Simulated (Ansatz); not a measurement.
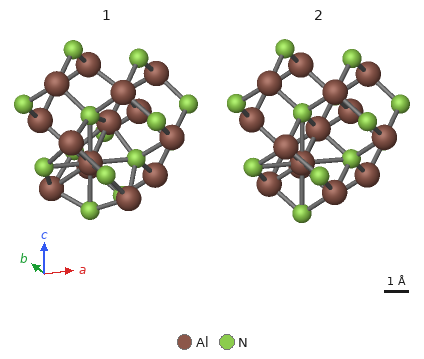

Two geometries of a defect cell of composition Al$_{33}$N$_{32}$, drawn at one scale. One is the start of a relaxation, the other its converged end. A ball-and-stick model of the atoms within 4.2 Å of the atom that moves most (axes of the cell of the calculation (origin shifted)), seen slightly off an axis.

Method: DFT, PBEsol, PAW, plane waves in Ansatz 0.2.0. (plane-wave cutoff 420 eV; k-point mesh 1 × 1 × 1; mesh shifted by (0.25, 0.25, 0.25); collinear spin; atoms relaxed in a fixed cell; force threshold 0.03 eV/Å; at most 80 steps)

Which one is relaxed?

Answer. Structure 1 is the relaxed one. The energy falls by 9.178 eV per cell of the calculation in 7 accepted moves (9 points after the start). The largest force component goes from 7.6 to 0.025 eV/Å. The line search rejected the trial steps at points 4, 6 of the run. The largest moves, 0.36 Å, are those of Al atoms. By element the largest moves are Al 0.36 Å, N 0.24 Å. The cell doesn't change. Among the contacts that change: Al–Al 1.882 → 2.240 Å, Al–N 2.230 → 2.048 Å, Al–N 2.197 → 2.046 Å, Al–N 2.208 → 2.072 Å. Bond angles that change, for instance: Al–N–Al 106.7° → 134.5°, Al–N–Al 107.9° → 134.6°, Al–N–Al 109.5° → 135.4°. The program noted that the starting moments weren't kept.
